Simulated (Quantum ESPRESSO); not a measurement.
**KF (Carobbiite): modes at Γ and the response to a field**

Which modes does KF (Carobbiite) have at the zone centre?

Calculated with Quantum ESPRESSO 7.5; DFT LDA, scalar-relativistic, plane waves, PseudoDojo norm-conserving pseudopotentials.

**1. Starting point**

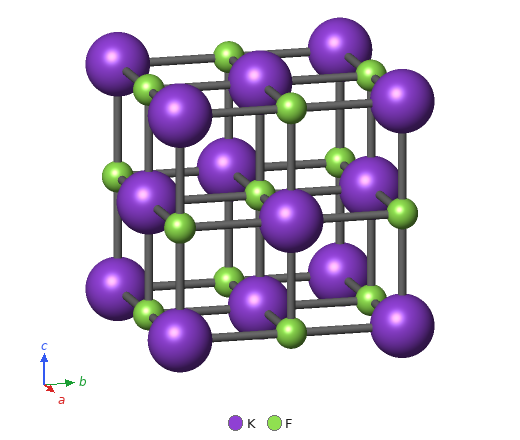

Start, viewed slightly off an axis; potassium purple, fluorine green. This picture shows the conventional cell, with its axes. Some periodic images of atoms are drawn too.

As a file:

```cif
data_structure
_symmetry_space_group_name_H-M 'P 1'
_symmetry_Int_Tables_number 1
_cell_length_a 3.7786
_cell_length_b 3.7786
_cell_length_c 3.7786
_cell_angle_alpha 60.000
_cell_angle_beta 60.000
_cell_angle_gamma 60.000
_cell_volume 38.15
loop_
_atom_site_label
_atom_site_type_symbol
_atom_site_fract_x
_atom_site_fract_y
_atom_site_fract_z
_atom_site_occupancy
K1 K 0.00000 0.00000 0.00000 1
F2 F 0.50000 0.50000 0.50000 1
```

**2. A probe with smearing**

Before anything dear is run, a loose run with smearing shows whether this is a metal and how far the cell is from rest.

probe.in reads:

```
&CONTROL
  calculation = 'scf'
  prefix      = 'x'
  outdir      = './tmp'
  pseudo_dir  = './pseudo'
  tprnfor     = .true.
  tstress     = .true.
  verbosity   = 'high'
/
&SYSTEM
  ibrav       = 0
  nat         = 2
  ntyp        = 2
  ecutwfc     = 92.0
  occupations = 'smearing'
  smearing    = 'gaussian'
  degauss     = 0.01
/
&ELECTRONS
  conv_thr         = 1.0d-07
  mixing_beta      = 0.7
  electron_maxstep = 100
/
ATOMIC_SPECIES
 K      39.0983  K.upf
 F      18.9984  F.upf
CELL_PARAMETERS angstrom
    -2.671850000    0.000000000    2.671850000
     0.000000000    2.671850000    2.671850000
    -2.671850000    2.671850000    0.000000000
ATOMIC_POSITIONS crystal
 K      0.000000000   0.000000000   0.000000000
 F      0.500000000   0.500000000   0.500000000
K_POINTS automatic
 6 6 6 0 0 0
```

Started as:

```sh
$ OMP_NUM_THREADS=1 mpirun -n 4 pw.x -nk 4 -in probe.in > probe.out
```

The log of the run:

```text
[banners, grids, parts of the stress and lines that vanish by symmetry left out]
Program PWSCF v.7.5
     Message from routine setup:
     using ibrav=0 with symmetry is DISCOURAGED, use correct ibrav instead
[...]
kinetic-energy cutoff     =      92.0000  Ry
     charge density cutoff     =     368.0000  Ry
     scf convergence threshold =      1.0E-07
[...]
Exchange-correlation= SLA  PW   NOGX NOGC
                           (   1   4   0   0   0   0   0)
[...]
48 Sym. Ops., with inversion, found
[...]
(     0          1          0      )
                  (     0          0          1      )
[...]
(  0.0000000  1.0000000  0.0000000 )
                  ( -0.0000000 -0.0000000  1.0000000 )
[...]
(     1          0         -1      )
                  (     0          0         -1      )
[...]
( -0.0000000 -1.0000000 -0.0000000 )
[...]
(     0          1         -1      )
                  (     0          1          0      )
[...]
( -1.0000000  0.0000000  0.0000000 )
                  (  0.0000000  1.0000000 -0.0000000 )
[...]
number of k points=    16  Gaussian smearing, width (Ry)=  0.0100
[...]
End of self-consistent calculation
[...]
the Fermi energy is     5.4869 ev
!    total energy              =    -109.22949905 Ry
[...]
convergence has been achieved in   7 iterations
[...]
atom    1 type  1   force =    -0.00000000    0.00000000    0.00000000
     atom    2 type  2   force =     0.00000000   -0.00000000   -0.00000000
[...]
Total force =     0.000000     Total SCF correction =     0.000000
[...]
total   stress  (Ry/bohr**3)                   (kbar)     P=      -35.84
[...]
XML data file, charge density, pseudopotentials, collected wavefunctions

   JOB DONE.
```

Wall time 3.8 s (4 MPI ranks of Arm Neoverse V1, shared host).

Numbers from this step:

```yaml
volume_per_atom: 19.07 Å³
pressure: -3.584 GPa
gap_on_the_k_mesh: 5.821 eV
```

A gap of 5.8 eV opens on this mesh, so the crystal is taken as an insulator; the start stands at -3.6 GPa.

**3. Relaxing the cell and atoms**

The relaxation runs at a cutoff a fifth above that of the response, since stress converges more slowly with the basis than frequencies do. Forces and stress are brought to rest with tight thresholds.

relax.in reads:

```
&CONTROL
  calculation   = 'vc-relax'
  prefix        = 'x'
  outdir        = './tmp'
  pseudo_dir    = './pseudo'
  tprnfor       = .true.
  tstress       = .true.
  forc_conv_thr = 2.0d-05
  etot_conv_thr = 1.0d-07
  nstep         = 40
/
&SYSTEM
  ibrav       = 0
  nat         = 2
  ntyp        = 2
  ecutwfc     = 110
  occupations = 'fixed'
  nbnd        = 10
/
&ELECTRONS
  conv_thr         = 1.0d-11
  mixing_beta      = 0.7
  electron_maxstep = 100
/
&IONS
/
&CELL
  press_conv_thr = 0.2
/
ATOMIC_SPECIES
 K      39.0983  K.upf
 F      18.9984  F.upf
CELL_PARAMETERS angstrom
    -2.671850000    0.000000000    2.671850000
     0.000000000    2.671850000    2.671850000
    -2.671850000    2.671850000    0.000000000
ATOMIC_POSITIONS crystal
 K      0.000000000   0.000000000   0.000000000
 F      0.500000000   0.500000000   0.500000000
K_POINTS automatic
 8 8 8 0 0 0
```

Started as:

```sh
$ OMP_NUM_THREADS=1 mpirun -n 4 pw.x -nk 4 -in relax.in > relax.out
```

The log of the run:

```text
[banners, grids, parts of the stress and lines that vanish by symmetry left out]
[banner, memory and clock lines left out]
Program PWSCF v.7.5

[...]
kinetic-energy cutoff     =     110.0000  Ry
     charge density cutoff     =     440.0000  Ry
     scf convergence threshold =      1.0E-11
[...]
energy convergence thresh.=      1.0E-07
     force convergence thresh. =      2.0E-05
     press convergence thresh. =      2.0E-01
     Exchange-correlation= SLA  PW   NOGX NOGC
                           (   1   4   0   0   0   0   0)
[...]
48 Sym. Ops., with inversion, found
[...]
number of k points=    29
[...]
End of self-consistent calculation
[...]
highest occupied, lowest unoccupied level (ev):     1.0873    6.9077
!    total energy              =    -109.22952176 Ry
[...]
convergence has been achieved in  11 iterations
[...]
atom    1 type  1   force =    -0.00000000    0.00000000    0.00000000
     atom    2 type  2   force =     0.00000000    0.00000000    0.00000000
     Total force =     0.000000     Total SCF correction =     0.000000
[...]
total   stress  (Ry/bohr**3)                   (kbar)     P=      -35.68
[...]
number of bfgs steps    =   0
[...]
CELL_PARAMETERS (angstrom)
[...]
ATOMIC_POSITIONS (crystal)
K                0.0000000000        0.0000000000        0.0000000000
F                0.5000000000        0.5000000000        0.5000000000
[...]
New effective cutoffs (rho, wfc):  443.62  111.34
[...]
End of self-consistent calculation
[...]
highest occupied, lowest unoccupied level (ev):     1.2160    7.1300
!    total energy              =    -109.23057687 Ry
[...]
convergence has been achieved in   7 iterations
[...]
atom    1 type  1   force =     0.00000000    0.00000000    0.00000000
     atom    2 type  2   force =     0.00000000    0.00000000   -0.00000000
     Total force =     0.000000     Total SCF correction =     0.000000
[...]
total   stress  (Ry/bohr**3)                   (kbar)     P=      -30.91
[...]
number of bfgs steps    =   1
[...]
WARNING: bfgs curvature condition failed, Theta= 0.935
[...]
CELL_PARAMETERS (angstrom)
[...]
ATOMIC_POSITIONS (crystal)
K                0.0000000000        0.0000000000        0.0000000000
F                0.5000000000        0.5000000000        0.5000000000
[...]
New effective cutoffs (rho, wfc):  451.85  113.41
[...]
End of self-consistent calculation
[...]
highest occupied, lowest unoccupied level (ev):     1.4169    7.4765
!    total energy              =    -109.23183609 Ry
[...]
convergence has been achieved in   9 iterations
[...]
atom    1 type  1   force =     0.00000000    0.00000000    0.00000000
     atom    2 type  2   force =     0.00000000    0.00000000    0.00000000
     Total force =     0.000000     Total SCF correction =     0.000000
[...]
total   stress  (Ry/bohr**3)                   (kbar)     P=      -22.72
[...]
number of bfgs steps    =   2
[...]
CELL_PARAMETERS (angstrom)
[...]
ATOMIC_POSITIONS (crystal)
[...]
New effective cutoffs (rho, wfc):  464.63  116.62
[...]
End of self-consistent calculation
[...]
total   stress  (Ry/bohr**3)                   (kbar)     P=       -7.69
[...]
number of bfgs steps    =   3
[...]
CELL_PARAMETERS (angstrom)
[...]
ATOMIC_POSITIONS (crystal)
[...]
New effective cutoffs (rho, wfc):  471.10  118.24
[...]
End of self-consistent calculation
[...]
highest occupied, lowest unoccupied level (ev):     1.9025    8.3126
!    total energy              =    -109.23301241 Ry
[...]
convergence has been achieved in   9 iterations
[...]
atom    1 type  1   force =    -0.00000000    0.00000000   -0.00000000
     atom    2 type  2   force =    -0.00000000   -0.00000000   -0.00000000
     Total force =     0.000000     Total SCF correction =     0.000000
[...]
total   stress  (Ry/bohr**3)                   (kbar)     P=        1.06
[...]
number of bfgs steps    =   4
[...]
CELL_PARAMETERS (angstrom)
[...]
ATOMIC_POSITIONS (crystal)
[...]
New effective cutoffs (rho, wfc):  470.32  118.05
[...]
End of self-consistent calculation
[...]
highest occupied, lowest unoccupied level (ev):     1.8823    8.2779
!    total energy              =    -109.23301441 Ry
[...]
convergence has been achieved in   8 iterations
[...]
atom    1 type  1   force =     0.00000000    0.00000000    0.00000000
     atom    2 type  2   force =     0.00000000    0.00000000   -0.00000000
     Total force =     0.000000     Total SCF correction =     0.000000
[...]
total   stress  (Ry/bohr**3)                   (kbar)     P=       -0.04
[...]
number of bfgs steps    =   5
[...]
small trust_radius: resetting bfgs history
[...]
CELL_PARAMETERS (angstrom)
[...]
ATOMIC_POSITIONS (crystal)
[...]
New effective cutoffs (rho, wfc):  470.33  118.05
[...]
End of self-consistent calculation
[...]
highest occupied, lowest unoccupied level (ev):     1.8825    8.2782
!    total energy              =    -109.23301441 Ry
[...]
convergence has been achieved in   3 iterations
[...]
atom    1 type  1   force =    -0.00000000   -0.00000000    0.00000000
     atom    2 type  2   force =     0.00000000   -0.00000000    0.00000000
     Total force =     0.000000     Total SCF correction =     0.000000
[...]
total   stress  (Ry/bohr**3)                   (kbar)     P=       -0.03
[...]
bfgs converged in   7 scf cycles and   6 bfgs steps
[...]
End of BFGS Geometry Optimization
     Final enthalpy           =    -109.2330144083 Ry
     File ./tmp/x.bfgs deleted, as requested
[...]
CELL_PARAMETERS (angstrom)
[...]
ATOMIC_POSITIONS (crystal)
K               -0.0000000000        0.0000000000        0.0000000000
F                0.5000000000        0.5000000000        0.5000000000
[...]
Final scf calculation at the relaxed structure.
[...]
kinetic-energy cutoff     =     110.0000  Ry
     charge density cutoff     =     440.0000  Ry
     scf convergence threshold =      1.0E-13
[...]
press convergence thresh. =      2.0E-01
     Exchange-correlation= SLA  PW   NOGX NOGC
                           (   1   4   0   0   0   0   0)
[...]
48 Sym. Ops., with inversion, found
[...]
number of k points=    29
[...]
c_bands:  1 eigenvalues not converged
     c_bands:  1 eigenvalues not converged
[...]
End of self-consistent calculation
[...]
highest occupied, lowest unoccupied level (ev):     1.8825    8.2782
!    total energy              =    -109.23301161 Ry
[...]
convergence has been achieved in  12 iterations
[...]
atom    1 type  1   force =     0.00000000    0.00000000    0.00000000
     atom    2 type  2   force =     0.00000000    0.00000000    0.00000000
     Total force =     0.000000     Total SCF correction =     0.000000
[...]
total   stress  (Ry/bohr**3)                   (kbar)     P=       -0.01
[...]
XML data file, charge density, pseudopotentials, collected wavefunctions
```

The job ended after 55 s (4 MPI ranks).

Relaxation path:

```csv
step,energy less that of the first step (eV),largest force (eV/Å),pressure (GPa),volume (Å³)
1,0.0000,0.0000,-3.57,38.15
2,-0.0144,0.0000,-3.09,37.46
3,-0.0315,0.0000,-2.27,36.44
4,-0.0460,0.0000,-0.77,34.95
5,-0.0475,0.0000,0.11,34.23
6,-0.0475,0.0000,0.00,34.31
7,-0.0475,0.0000,0.00,34.31
8,-0.0475,0.0000,0.00,34.31
```

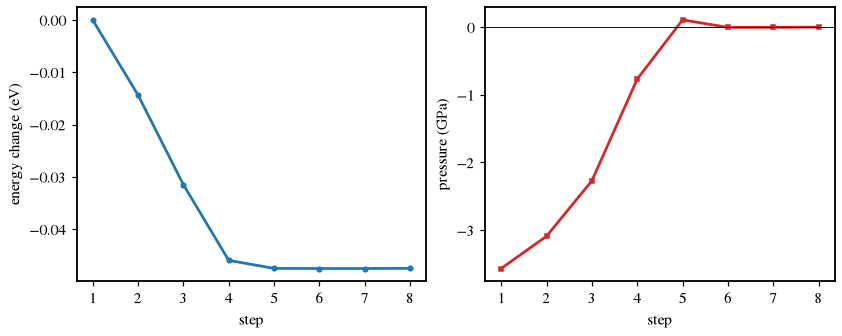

Energy and pressure along the relaxation.

```csv
"conventional cell, symmetrised",before,after,change
a (Å),5.344,5.158,-3.5 %
b (Å),5.344,5.158,-3.5 %
c (Å),5.344,5.158,-3.5 %
volume (Å³/atom),19.07,17.16,-10.1 %
```

The relaxed structure:

```
K F
1.0
    -2.57913    0.00000    2.57913
     0.00000    2.57913    2.57913
    -2.57913    2.57913    0.00000
K F
1 1
Direct
  0.00000 0.00000 0.00000
  0.50000 0.50000 0.50000
```

The last row of the table of steps is pw.x's closing run on a basis chosen anew for the final cell, so its energy can jump.

This step gave:

```yaml
volume_per_atom: 17.16 Å³
pressure: -0.001 GPa
gap_on_the_k_mesh: 6.396 eV
```

The volume changes by -10.1 % from the cell with which this run began.

**4. Self-consistent run for the response**

Perturbation theory inherits every error of the wavefunctions, so the threshold is set near the limit of the arithmetic. With a gap, occupations are fixed, which also allows the response to an electric field.

scf.in reads:

```
&CONTROL
  calculation = 'scf'
  prefix      = 'x'
  outdir      = './tmp'
  pseudo_dir  = './pseudo'
  tprnfor     = .true.
  tstress     = .true.
/
&SYSTEM
  ibrav       = 0
  nat         = 2
  ntyp        = 2
  ecutwfc     = 92.0
  occupations = 'fixed'
  nbnd        = 10
/
&ELECTRONS
  conv_thr         = 1.0d-12
  mixing_beta      = 0.7
  electron_maxstep = 100
/
ATOMIC_SPECIES
 K      39.0983  K.upf
 F      18.9984  F.upf
CELL_PARAMETERS angstrom
    -2.579131831    0.000000000    2.579131831
     0.000000000    2.579131831    2.579131831
    -2.579131831    2.579131831    0.000000000
ATOMIC_POSITIONS crystal
 K      0.000000000   0.000000000   0.000000000
 F      0.500000000   0.500000000   0.500000000
K_POINTS automatic
 8 8 8 0 0 0
```

Started as:

```sh
$ OMP_NUM_THREADS=1 mpirun -n 4 pw.x -nk 4 -in scf.in > scf.out
```

The log of the run:

```text
[banners, grids, parts of the stress and lines that vanish by symmetry left out]
[banner, memory and clock lines left out]
Program PWSCF v.7.5

[...]
kinetic-energy cutoff     =      92.0000  Ry
     charge density cutoff     =     368.0000  Ry
     scf convergence threshold =      1.0E-12
[...]
Exchange-correlation= SLA  PW   NOGX NOGC
                           (   1   4   0   0   0   0   0)
[...]
48 Sym. Ops., with inversion, found
[...]
number of k points=    29
[...]
End of self-consistent calculation
[...]
highest occupied, lowest unoccupied level (ev):     1.8825    8.2782
!    total energy              =    -109.23298898 Ry
[...]
convergence has been achieved in  11 iterations
[...]
atom    1 type  1   force =    -0.00000000   -0.00000000   -0.00000000
     atom    2 type  2   force =     0.00000000    0.00000000    0.00000000
     Total force =     0.000000     Total SCF correction =     0.000000
[...]
total   stress  (Ry/bohr**3)                   (kbar)     P=       -0.07
[...]
XML data file, charge density, pseudopotentials, collected wavefunctions
```

Run time: 7.7 s. Hardware: 4 MPI ranks.

Read from the output:

```yaml
pressure: -0.007000 GPa
```

The cell stands at -0.0070 GPa, close enough for phonons.

[end of part 1 of 4]

[Host names and launcher messages were left out of these logs when they were recorded.]

[Logs are printed without paths, hosts, clocks, repeated set-up lines and the standing remarks that a program may print on its own settings, such as how far it seeks lower states.]

[Hosts, paths, dates, database ids (printed as entryN), source tags and the programs' standing remarks are cut or masked in the printed files.]
